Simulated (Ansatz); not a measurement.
## Electronic structure of ScAl7N8 in real space

```
Sc Al N
1.0
     3.16820    5.48749    0.00000
     3.16820   -5.48749    0.00000
     0.00000    0.00000   -5.00701
Sc Al N
1 7 8
Direct
  0.00000 0.00000 0.00984
  0.00110 0.50055 0.00243
  0.49945 0.99890 0.00243
  0.49945 0.50055 0.00243
  0.16979 0.33958 0.50022
  0.16979 0.83021 0.50022
  0.66667 0.33333 0.50313
  0.66042 0.83021 0.50022
  0.00000 0.00000 0.58668
  0.99860 0.49930 0.62085
  0.50070 0.00140 0.62085
  0.50070 0.49930 0.62085
  0.17715 0.35429 0.12355
  0.17715 0.82285 0.12355
  0.66667 0.33333 0.11920
  0.64571 0.82285 0.12355
```

Space group P3m1; a generated structure, not necessarily the stable one.

All numbers below come from DFT PBEsol, scalar-relativistic, plane waves, PAW in Ansatz.

The density is the valence pseudo-density of a PAW calculation; it isn't the true density close to the nuclei.

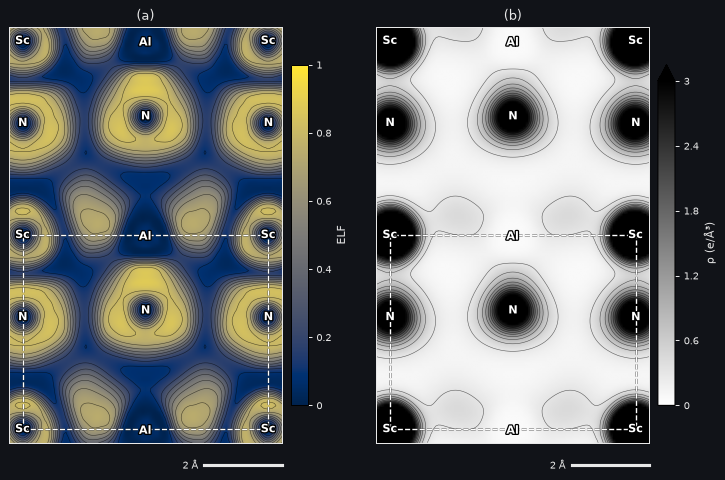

Figure 1. (a) ELF; (b) valence charge density (pseudo) on the (010) plane of the conventional cell.

What does the map show?

Answer.
- The section cuts through Sc, Al and N sites.
- Atoms just off the plane (Al, 0.9 Å away) can leave unmarked features too.
- Al–N (1.91 Å): ρ is about 0.66 e/Å³ halfway; the ELF peaks at about 0.90 in the valence shell of N, 0.7 Å from its nucleus, and is about 0.85 at the midpoint.
- Sc–N (2.12 Å): ρ is about 0.55 e/Å³ halfway; the ELF peaks at about 0.85 in the valence shell of N, 0.7 Å from its nucleus, and is about 0.20 at the midpoint (no shared electron pair shows on this line).
- Between the atoms the lowest density in this plane is 0.07 e/Å³.
- The features right at Sc lie inside the PAW spheres, where the map follows smoothed inner orbitals and isn't to be read closely.

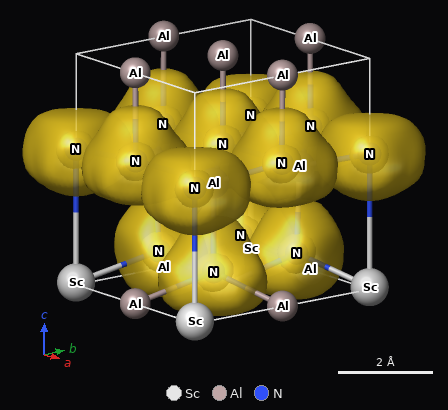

Figure 2. Isosurface of the electron localisation function at 0.65 (yellow), seen slightly off an axis. Core shells and regions of very low density are left out. Sticks mark near contacts.

Describe the localisation domains.

Answer. The surface consists of eight regions on N in which the atom's valence shell and bonds are merged, counted in one cell of 16 atoms. Regions shared between cells count once. Along the contacts the grid gives the following. Al–N (1.87 Å): the ELF peaks at about 0.90 in the valence shell of N, 0.8 Å from its nucleus, and is about 0.85 at the midpoint. Sc–N (2.03 Å): the ELF peaks at about 0.85 in the valence shell of N, 0.6 Å from its nucleus, and is about 0.25 at the midpoint; no localised pair shows between them.

Does the calculation give a band gap?

Answer. It is gapped, with a Kohn–Sham gap of 3.9 eV on the k-point mesh, an upper bound to the gap of this method.
